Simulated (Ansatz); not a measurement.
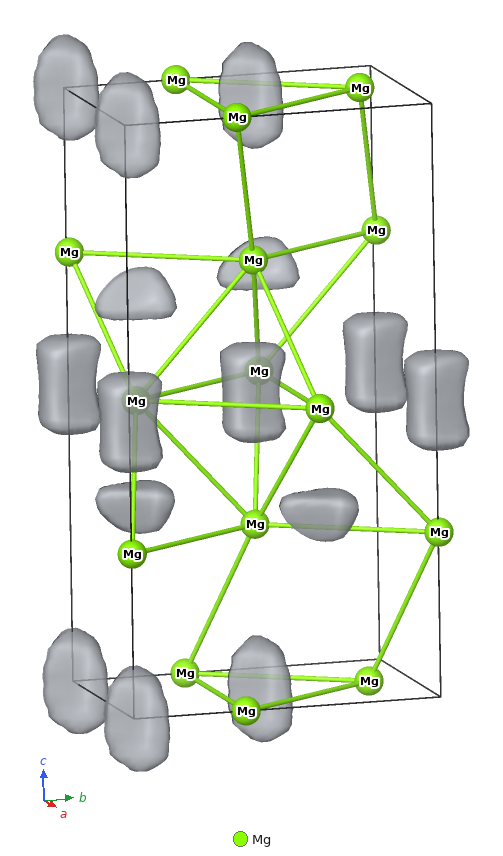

*Mg. Isosurface of the ELF at 0.65 (grey), seen slightly off an axis. Only the valence region is drawn (cores and ρ < 0.01 e/Å³ removed). Sticks mark near contacts.*

Space group C2; a structure from a database of computed crystals, not necessarily the ambient phase; changed on purpose from its base cell (strained and moved within a subgroup); not relaxed (largest force 1.2 eV/Å); computed pressure about 6 GPa in this cell.

All numbers below come from DFT PBEsol, scalar-relativistic, plane waves, PAW in Ansatz.

Q: What do the ELF domains correspond to?

A: At this value the surface marks out eight pockets between the atoms, centred on no nucleus (multi-centre or interstitial), counted in one cell of 8 atoms. Any copies at cell faces, edges or corners count once. There are no localised bonds or lone pairs at this value.

Values along the shortest contacts:
Mg–Mg (2.74 Å): the ELF reaches about 0.55 near the midpoint. Mg–Mg (2.79 Å): the ELF reaches about 0.55 near the midpoint.

Q: Does the calculation make it a metal, or give it a gap?

A: It is metallic or semimetallic at this level of theory: no gap opens.
